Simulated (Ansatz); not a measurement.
# Energy of HfB along a strain of the cell

System: HfB (2 atoms in the cell).
Method: DFT PBEsol, scalar-relativistic, plane waves, PAW, no spin polarisation (Ansatz 0.2.0).

The 5 runs differ only in the geometry, by a strain of the cell at fixed fractional positions. Against run 3, the strain is εxx = η and εyy = η. The structure derives from an entry of the Crystallography Open Database.

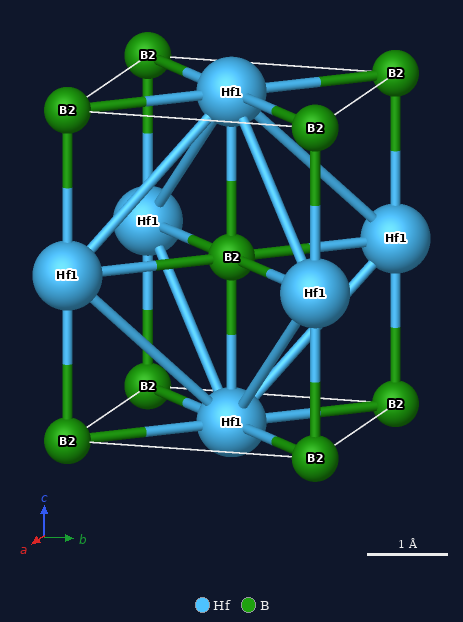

Figure 1. The structure of run 3 (ball-and-stick view of the cell 2 times as large as that of the calculation, set on its symmetry axes, seen slightly off an axis; atoms are numbered from 1 in the order of the input). An atom can appear more than once, as a periodic image.

**Input of run 3**
```yaml
crystal:
  lattice:
    - [0.0, 2.31, 2.1252]
    - [2.31, 0.0, 2.1252]
    - [2.31, 2.31, 0.0]
  atoms:
    - { symbol: Hf, position: [0.5, 0.5, 0.5] }
    - { symbol: B, position: [0.0, 0.0, 0.0] }
basis:
  ecutwfc: 420
kpoints:
  mp_grid: { grid: [18, 18, 18] }
hamiltonian:
  xc: pbesol
scf:
  occupations: { method: gaussian, width: 0.15 }
output:
  forces: true
  stress: true
  eigenvalues: true
```

Command:
```bash
ansatz run input.yaml --threads 1 --pin off --max-ram 2560MiB --backend cpu --events-out ev --progress --plain --runs-dir out
```

Lattice vectors (Å) and fractional positions of run 3:
```
   0.000000    2.310000    2.125200
   2.310000    0.000000    2.125200
   2.310000    2.310000    0.000000
Hf  0.500000  0.500000  0.500000
B   0.000000  0.000000  0.000000
```

Run 4 differs from it as follows:
```diff
-    - [0.0, 2.31, 2.1252]
-    - [2.31, 0.0, 2.1252]
-    - [2.31, 2.31, 0.0]
+    - [0.0, 2.4024, 2.1252]
+    - [2.4024, 0.0, 2.1252]
+    - [2.4024, 2.4024, 0.0]
```

**Results, with one run withheld**

```tsv
run	strain parameter η (%)	free energy per atom, from the lowest run given (meV)	pressure (GPa)
1	−8.0000	898.12	123.76
2	−4.0000	388.53	81.61
3	0.0000	107.55	50.80
4	4.0000	?	?
5	8.0000	0.00	13.51
```

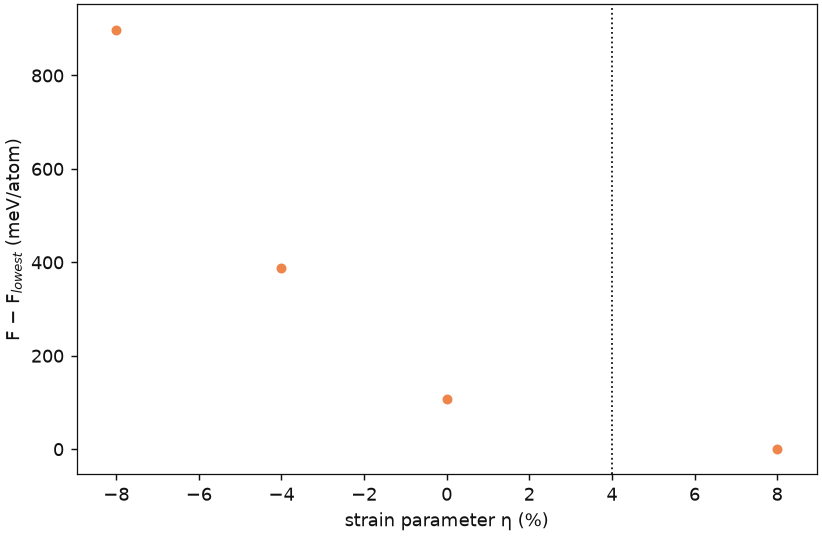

Figure 2. Free energy per atom of the runs given; the dotted line marks run 4.

What should run 4 give?

A quadratic polynomial in the coordinate, fitted to the 4 runs given, misses them by at most 16.83 meV per atom. With x = η + 1.0000, it reads F = 156.03 − 66.607 x + 5.5005 x² (meV per atom). At run 4 it gives −39.49 meV per atom, and the run itself gives −5.46. The fit has its minimum at η = 5.0546 %. The fit misses that run by 34.03 meV per atom.

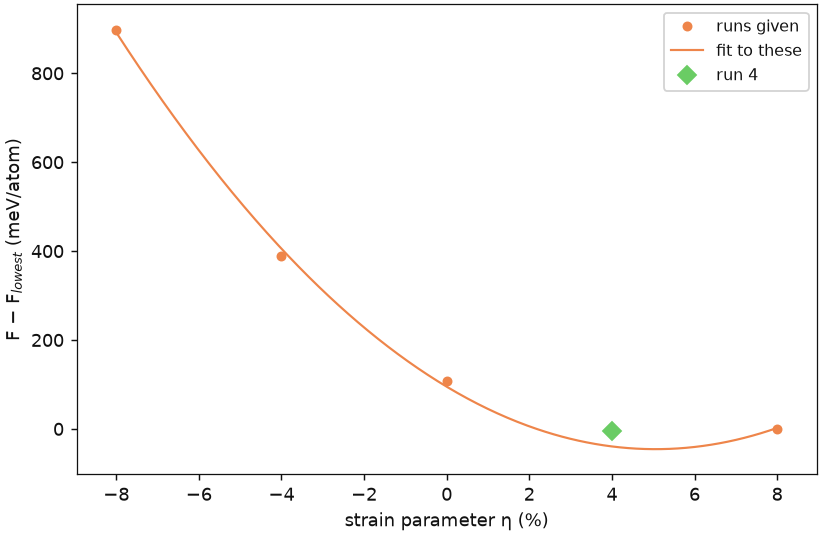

Figure 3. The fit and the withheld run.

**Output, shortened to warnings, some set-up lines, iterations and results (run 4)**
```
Basis set: ecut = 420 eV, 479 PW (Γ), exchange–correlation on 48×48×48 points (8 copies of the dense FFT grid, shifted against one another)
Symmetry: 16 space group operations
k-points: 480 of 5832
Initial density: superposition of atomic densities (neutral atoms: chi_scale 0, normalization atom), corrected by the library's trained network
[...]
SCF iter   1: F=—  HF=-15750.962269 eV  |F-HF|=—  |Δ(HF+E_count)|=         —  Δρ=6.80e-3  dr2=1.32e-2  ethr=1.77e-3  ⟨swp⟩=4.8  Hψ=37760  notcnv=0
SCF iter   2: F=—  HF=-15750.959512 eV  |F-HF|=—  |Δ(HF+E_count)|=   2.76e-3  Δρ=3.77e-3  dr2=3.91e-3  ethr=4.54e-5  ⟨swp⟩=1.1  Hψ=13034  notcnv=0
SCF iter   3: F=—  HF=-15750.958520 eV  |F-HF|=—  |Δ(HF+E_count)|=   9.92e-4  Δρ=4.88e-4  dr2=4.63e-5  ethr=1.35e-5  ⟨swp⟩=2.0  Hψ=10613  notcnv=0  defer=3
SCF iter   4: F=—  HF=-15750.958561 eV  |F-HF|=—  |Δ(HF+E_count)|=   4.14e-5  Δρ=3.37e-4  dr2=2.53e-5  ethr=1.60e-7  ⟨swp⟩=2.4  Hψ=16321  notcnv=0  defer=3
SCF iter   5: F=—  HF=-15750.958501 eV  |F-HF|=—  |Δ(HF+E_count)|=   6.01e-5  Δρ=6.83e-5  dr2=1.18e-6  ethr=8.73e-8  ⟨swp⟩=2.3  Hψ=16123  notcnv=0  defer=2
SCF iter   6: F=-15750.958501 eV  HF=-15750.958501 eV  |F-HF|=3.04e-8  |Δ(HF+E_count)|=   6.04e-7  Δρ=2.27e-5  dr2=7.44e-8  ethr=3.45e-10  ⟨swp⟩=4.7  Hψ=46554  notcnv=0
SCF 1 converged in 6 iterations: F = -15750.958501 eV  dr2 = 7.44e-8
SCF converged after 6 iterations
Free energy (F): -15750.958501 eV
Harris-Foulkes:  -15750.958501 eV  (|F-HF|=3.04e-8)
Internal energy: -15750.945668 eV  (E = F + TS)
E sigma→0 (E₀):  -15750.952084 eV
Entropy (-TS):   -0.012833 eV (-6.416 meV/atom)
Fermi energy:    19.716523 eV
--- Per-component energies (eV) ---
  E_band       = 120.368458
  E_kinetic    = 480.669265
  E_local      = -5021.292365  (includes V_loc(G=0)·N_el)
  E_nonlocal   = -1223.805558
  E_hartree    = 2391.171413
  E_xc         = -333.041084
  E_vxc        = -308.459433  (∫ρ·V_xc dr)
  E_paw        = -6885.461234  (= ΣΔE_a)
  E_vpaw       = 1410.925053  (= ΣTr[D̂ρ^β])
  E_aug_tail   = -0.000004  (compensation charges beyond the density's cutoff)
  E_ewald      = -5160.451904
  E_core_change = 1.265803  (= ΣΔE_core)
  E_smearing   = -0.012833  (= −TS)
  E_closure    = -0.000000  (closes the sum)
  Σ components = -15750.958501   (vs F -15750.958501, Δ=0.00e0)
--- Forces (eV/Å), atoms counted from 1 ---
  atom   1  Hf     0.00000000     0.00000000     0.00000000
  atom   2  B     -0.00000000     0.00000000     0.00000000
  max |Σ_I F_I| component: 9.47e-29 eV/Å
--- Stress (GPa, compression-positive) ---
        7.895503       0.000000       0.000000
        0.000000       7.895503       0.000000
        0.000000       0.000000      70.968762
  P = ⅓ Tr σ = 28.9199 GPa (289.199 kbar)
```

Notes: Spin–orbit coupling is left out, which matters for Hf.
